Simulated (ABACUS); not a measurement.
# Single-point calculation at one volume of an equation of state, with input and output: EuO (part 2 of 2)

EuO (Fm-3m, 2 atoms in the cell); Kohn-Sham DFT of a periodic cell, PBE, PseudoDojo NC SR 0.4.1 PBE standard, lanthanides 3+ (f in core), spin-polarised (ABACUS 3.10.1); cutoff 1142.88 eV, 9×9×9 k-mesh, fermi-dirac of 0.05 eV, collinear spins. The structure derives from an entry of the Crystallography Open Database. It belongs to a series of runs on one base structure; here: volume scaled by 0.96.

Geometry of the input (Å; fractional positions):
```
0.0000  2.5372  2.5372
2.5372  0.0000  2.5372
2.5372  2.5372  0.0000
Eu 0.0000  0.0000  0.0000
O  0.5000  0.5000  0.5000
```

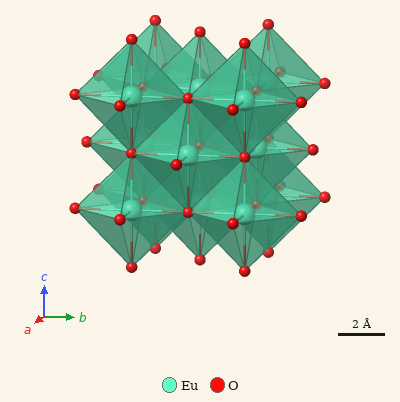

Fig. 1: The structure as given in the input (polyhedral view of the cell 4 times as large as that of the calculation, set on its symmetry axes, seen slightly off an axis; polyhedra are completed across the faces of the cell).

**What the program printed, continued**
```
----------------------------------------------------------
     Energy           Rydberg                 eV
----------------------------------------------------------
 E_KohnSham     -115.0478649014      -1565.3065053938
 E_Harris       -114.9733442260      -1564.2925995889
 E_Fermi        1.0333578940         14.0595554319
----------------------------------------------------------

 PW ALGORITHM --------------- ION=   1  ELEC=   4--------------------------------
          total magnetism (Bohr mag/cell) = -0.0241620168703
       absolute magnetism (Bohr mag/cell) = 0.0304681546274
                        nelec for spin up = 8.48791899156
                      nelec for spin down = 8.51208100844

 Density error is 0.000618865917677
                          Error Threshold = 3.18146908327e-05
----------------------------------------------------------
     Energy           Rydberg                 eV
----------------------------------------------------------
 E_KohnSham     -115.0490985587      -1565.3232901619
 E_Harris       -115.0798557549      -1565.7417632847
 E_Fermi        1.0337576696         14.0649946582
----------------------------------------------------------

 PW ALGORITHM --------------- ION=   1  ELEC=   5--------------------------------
          total magnetism (Bohr mag/cell) = -0.00800611024969
       absolute magnetism (Bohr mag/cell) = 0.010606363982
                        nelec for spin up = 8.49599694488
                      nelec for spin down = 8.50400305512

 Density error is 6.73275179933e-05
                          Error Threshold = 3.64038775104e-06
----------------------------------------------------------
     Energy           Rydberg                 eV
----------------------------------------------------------
 E_KohnSham     -115.0491294109      -1565.3237099278
 E_Harris       -115.0526987401      -1565.3722731434
 E_Fermi        1.0340082294         14.0684036982
----------------------------------------------------------

 PW ALGORITHM --------------- ION=   1  ELEC=   6--------------------------------
          total magnetism (Bohr mag/cell) = 0.00100711740476
       absolute magnetism (Bohr mag/cell) = 0.00310655237156
                        nelec for spin up = 8.5005035587
                      nelec for spin down = 8.4994964413

 Density error is 2.37966762474e-05
                          Error Threshold = 3.9604422349e-07
----------------------------------------------------------
     Energy           Rydberg                 eV
----------------------------------------------------------
 E_KohnSham     -115.0491557163      -1565.3240678314
 E_Harris       -115.0282443369      -1565.0395539181
 E_Fermi        1.0343018513         14.0723986293
----------------------------------------------------------

 PW ALGORITHM --------------- ION=   1  ELEC=   7--------------------------------
          total magnetism (Bohr mag/cell) = 0.00233168586947
       absolute magnetism (Bohr mag/cell) = 0.00302546520147
                        nelec for spin up = 8.50116584293
                      nelec for spin down = 8.49883415707

 Density error is 3.7396644658e-06
                          Error Threshold = 1.39980448514e-07
----------------------------------------------------------
     Energy           Rydberg                 eV
----------------------------------------------------------
 E_KohnSham     -115.0491558354      -1565.3240694510
 E_Harris       -115.0433813338      -1565.2455033259
 E_Fermi        1.0345923341         14.0763508507
----------------------------------------------------------

 PW ALGORITHM --------------- ION=   1  ELEC=   8--------------------------------
          total magnetism (Bohr mag/cell) = -0.000554626410479
       absolute magnetism (Bohr mag/cell) = 0.00116315700142
                        nelec for spin up = 8.49972268679
                      nelec for spin down = 8.50027731321

 Density error is 1.90897036561e-06
                          Error Threshold = 2.19980262694e-08
----------------------------------------------------------
     Energy           Rydberg                 eV
----------------------------------------------------------
 E_KohnSham     -115.0491576847      -1565.3240946130
 E_Harris       -115.0537273058      -1565.3862674970
 E_Fermi        1.0346561111         14.0772185821
----------------------------------------------------------

 PW ALGORITHM --------------- ION=   1  ELEC=   9--------------------------------
          total magnetism (Bohr mag/cell) = -0.000495665754867
       absolute magnetism (Bohr mag/cell) = 0.000800811836339
                        nelec for spin up = 8.49975216712
                      nelec for spin down = 8.50024783288

 Density error is 6.23520116202e-07
                          Error Threshold = 1.12292374448e-08
----------------------------------------------------------
     Energy           Rydberg                 eV
----------------------------------------------------------
 E_KohnSham     -115.0491574884      -1565.3240919416
 E_Harris       -115.0518318681      -1565.3604787442
 E_Fermi        1.0346557950         14.0772142813
----------------------------------------------------------

 PW ALGORITHM --------------- ION=   1  ELEC=  10--------------------------------
          total magnetism (Bohr mag/cell) = -0.00010637633074
       absolute magnetism (Bohr mag/cell) = 0.000108880962578
                        nelec for spin up = 8.49994681183
                      nelec for spin down = 8.50005318817

 Density error is 2.05104643028e-08
                          Error Threshold = 3.66776538942e-09
----------------------------------------------------------
     Energy           Rydberg                 eV
----------------------------------------------------------
 E_KohnSham     -115.0491576298      -1565.3240938657
 E_Harris       -115.0486728066      -1565.3174975070
 E_Fermi        1.0346524849         14.0771692451
----------------------------------------------------------

 PW ALGORITHM --------------- ION=   1  ELEC=  11--------------------------------
          total magnetism (Bohr mag/cell) = -6.54589901834e-05
       absolute magnetism (Bohr mag/cell) = 7.89742513456e-05
                        nelec for spin up = 8.4999672705
                      nelec for spin down = 8.5000327295

 Density error is 2.66432541934e-10
                          Error Threshold = 1.20649790017e-10
----------------------------------------------------------
     Energy           Rydberg                 eV
----------------------------------------------------------
 E_KohnSham     -115.0491576334      -1565.3240939141
 E_KS(sigma->0) -115.0488776931      -1565.3202851310
 E_Harris       -115.0491207184      -1565.3235916598
 E_band         -4.0314218665        -54.8503084268
 E_one_elec     -11.8620818233       -161.3919029392
 E_Hartree      15.6270474618        212.6168883970
 E_xc           -28.7466920151       -391.1188100559
 E_Ewald        -90.0668713762       -1225.4226517498
 E_entropy(-TS) -0.0005598806        -0.0076175662
 E_descf        0.0000000000         0.0000000000
 E_exx          0.0000000000         0.0000000000
 E_Fermi        1.0346536252         14.0771847588
----------------------------------------------------------

 charge density convergence is achieved
 final etot is -1565.3240939 eV
 EFERMI = 14.077184759 eV

 STATE ENERGY(eV) AND OCCUPATIONS    NSPIN == 2
SPIN UP :
 1/9 kpoint (Cartesian) = 0.0000 0.0000 0.0000 (2837 pws)
       1       -29.5451     0.00137174
       2       -7.68777     0.00137174
       3       -7.68777     0.00137174
       4       -7.68777     0.00137174
       5       -5.80884     0.00137174
       6        9.38953     0.00137174
       7        9.38953     0.00137174
       8        9.38953     0.00137174
       9        13.0044     0.00137174
      10        14.5400    1.31097e-07
      11        14.5400    1.31097e-07
      12        14.5400    1.31097e-07
      13        16.6773    3.57057e-26

 2/9 kpoint (Cartesian) = 0.021896 0.021896 0.021896 (2830 pws)
       1       -29.5338      0.0109739
       2       -7.97657      0.0109739
       3       -7.69838      0.0109739
       4       -7.69838      0.0109739
       5       -5.54353      0.0109739
       6        8.93800      0.0109739
       7        9.17721      0.0109739
       8        9.17721      0.0109739
       9        13.6346      0.0109724
      10        14.4848    3.15954e-06
      11        14.7963    6.22373e-09
      12        14.7963    6.22373e-09
      13        17.0650    1.22621e-28

 3/9 kpoint (Cartesian) = 0.043793 0.043793 0.043793 (2863 pws)
       1       -29.5050      0.0109739
       2       -8.51762      0.0109739
       3       -7.72498      0.0109739
       4       -7.72498      0.0109739
       5       -5.06205      0.0109739
       6        8.08165      0.0109739
       7        8.70669      0.0109739
       8        8.70669      0.0109739
       9        14.5383    1.08518e-06
      10        15.0206    7.00948e-11
      11        15.5030    4.52495e-15
      12        15.5030    4.52495e-15
      13        18.0363    4.48620e-37

 4/9 kpoint (Cartesian) = 0.065689 0.065689 0.065689 (2872 pws)
       1       -29.4720      0.0109739
       2       -8.98844      0.0109739
       3       -7.75477      0.0109739
       4       -7.75477      0.0109739
       5       -4.65884      0.0109739
       6        7.32547      0.0109739
       7        8.25277      0.0109739
       8        8.25277      0.0109739
       9        14.8726    1.35477e-09
      10        16.4445    3.00593e-23
      11        16.4445    3.00593e-23
      12        16.5781    2.07777e-24
      13        19.2431    1.47914e-47

 5/9 kpoint (Cartesian) = 0.087586 0.087586 0.087586 (2869 pws)
       1       -29.4503      0.0109739
       2       -9.25218      0.0109739
       3       -7.77397      0.0109739
       4       -7.77397      0.0109739
       5       -4.43887      0.0109739
       6        6.89706      0.0109739
       7        7.98932      0.0109739
       8        7.98932      0.0109739
       9        15.2537    6.63256e-13
      10        17.1694    1.52047e-29
      11        17.1694    1.52047e-29
      12        17.7361    1.81846e-34
      13        20.3062    8.62516e-57

 6/9 kpoint (Cartesian) = 0.0000 0.0000 0.043793 (2838 pws)
       1       -29.5301     0.00823045
       2       -7.99284     0.00823045
       3       -7.72909     0.00823045
       4       -7.72909     0.00823045
       5       -5.49447     0.00823045
       6        8.60208     0.00823045
       7        9.30776     0.00823045
       8        9.30776     0.00823045
       9        13.6732     0.00822791
      10        14.0182     0.00629654
      11        15.1027    1.01794e-11
      12        15.1027    1.01794e-11
      13        16.8525    6.44495e-27

[... levels at 12 further k points ...]

------------------------------------------------------------------------------------------
 TOTAL-FORCE (eV/Angstrom)
------------------------------------------------------------------------------------------
                       Eu1         0.0000000000         0.0000000000         0.0000000000
                        O1         0.0000000000         0.0000000000         0.0000000000
------------------------------------------------------------------------------------------

----------------------------------------------------------------
 TOTAL-STRESS (KBAR)
----------------------------------------------------------------
      -112.4285449818        -0.0000000000         0.0000000000
        -0.0000000000      -112.4285449818         0.0000000000
        -0.0000000000         0.0000000000      -112.4285449818
----------------------------------------------------------------
 TOTAL-PRESSURE: -112.428545 KBAR

 --------------------------------------------
 !FINAL_ETOT_IS -1565.3240939141046510 eV
 --------------------------------------------
```

**Standard output**
```
ABACUS v3.10.1

               Atomic-orbital Based Ab-initio Computation at UStc

%%%%%%%%%%%%%%%%%%%%%%%%%%%%%%%%%%%%%%%%%%%%%%%%%%%%%%%%%%%%%%%%%%%%%%%%%%%%%%%%%%%%%%%%%%%%%%%%%%%%%%%%%
 Warning: the number of valence electrons in pseudopotential > 9 for Eu: [Xe] 4f7 6s2
 Pseudopotentials with additional electrons can yield (more) accurate outcomes, but may be less efficient.
 If you're confident that your chosen pseudopotential is appropriate, you can safely ignore this warning.
%%%%%%%%%%%%%%%%%%%%%%%%%%%%%%%%%%%%%%%%%%%%%%%%%%%%%%%%%%%%%%%%%%%%%%%%%%%%%%%%%%%%%%%%%%%%%%%%%%%%%%%%%

 UNIFORM GRID DIM        : 40 * 40 * 40
 UNIFORM GRID DIM(BIG)   : 40 * 40 * 40
 ---------------------------------------------------------
 Self-consistent calculations for electrons
 ---------------------------------------------------------
 SPIN    KPOINTS         PROCESSORS  THREADS
 2       70              4           4
 ---------------------------------------------------------
 Use plane wave basis
 ---------------------------------------------------------
 ELEMENT NATOM       XC
 Eu      1
 O       1
 ---------------------------------------------------------
 Initial plane wave basis and FFT box
 ---------------------------------------------------------
 -------------------------------------------
 SELF-CONSISTENT :
 -------------------------------------------
 START CHARGE      : atomic
 ITER      TMAG       AMAG        ETOT/eV          EDIFF/eV         DRHO     TIME/s
 DA1      2.76e-01   3.07e-01  -1.56378297e+03   0.00000000e+00   4.3569e-01   0.94
 DA2     -1.88e-02   8.63e-02  -1.56523142e+03  -1.44845206e+00   4.2486e-02   0.78
 DA3      2.65e-02   3.30e-02  -1.56530651e+03  -7.50818662e-02   5.4085e-03   0.75
 DA4     -2.42e-02   3.05e-02  -1.56532329e+03  -1.67847681e-02   6.1887e-04   0.76
 DA5     -8.01e-03   1.06e-02  -1.56532371e+03  -4.19765890e-04   6.7328e-05   0.80
 DA6      1.01e-03   3.11e-03  -1.56532407e+03  -3.57903624e-04   2.3797e-05   0.87
 DA7      2.33e-03   3.03e-03  -1.56532407e+03  -1.61955669e-06   3.7397e-06   0.69
 DA8     -5.55e-04   1.16e-03  -1.56532409e+03  -2.51620282e-05   1.9090e-06   0.88
 DA9     -4.96e-04   8.01e-04  -1.56532409e+03   2.67136494e-06   6.2352e-07   0.67
 DA10    -1.06e-04   1.09e-04  -1.56532409e+03  -1.92405404e-06   2.0510e-08   0.79
 DA11    -6.55e-05   7.90e-05  -1.56532409e+03  -4.84131354e-08   2.6643e-10   0.80
----------------------------------------------------------------
 TOTAL-STRESS (KBAR)
----------------------------------------------------------------
      -112.4285449818        -0.0000000000         0.0000000000
        -0.0000000000      -112.4285449818         0.0000000000
        -0.0000000000         0.0000000000      -112.4285449818
----------------------------------------------------------------
 TOTAL-PRESSURE: -112.428545 KBAR
```

**Key numbers**

- outcome: converged
- space group (tolerance 0.01 Å): Fm-3m (225)
- electrons treated: 17
- free energy: −1565.3241 eV
- Fermi energy: 14.077 eV
- gap on the k-point mesh: none (metallic)
- net moment of the cell: 0.00 μB
- integrated absolute moment: 0.00 μB
- pressure: −11.24 GPa
- largest force (length of the vector): under 0.001 eV/Å
- wall time: 9.6 s (CPU time 38 s)
- peak memory: 0.44 GiB

**Notes**

Points of doubt noted for this run: f electrons in core. The cell is under a tension of 11.2 GPa at this level, so it is not at its equilibrium volume.
